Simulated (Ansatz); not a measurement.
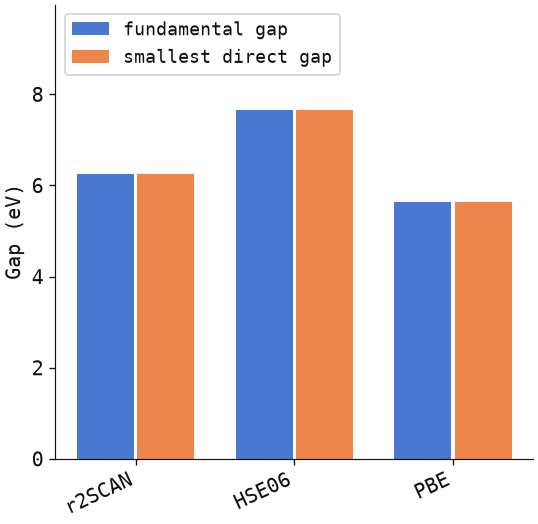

Gaps of NaF, space group F-43m (No. 216), 2 atoms in the cell, zincblende type, at several levels of theory on one cell (Ansatz, plane waves and PAW; edges over the mesh and the special points).

How does the gap depend on the level, and does its kind change?

In rising order: PBE 5.63 eV, r2SCAN 6.26 eV and HSE06 7.66 eV. It is direct at every level.
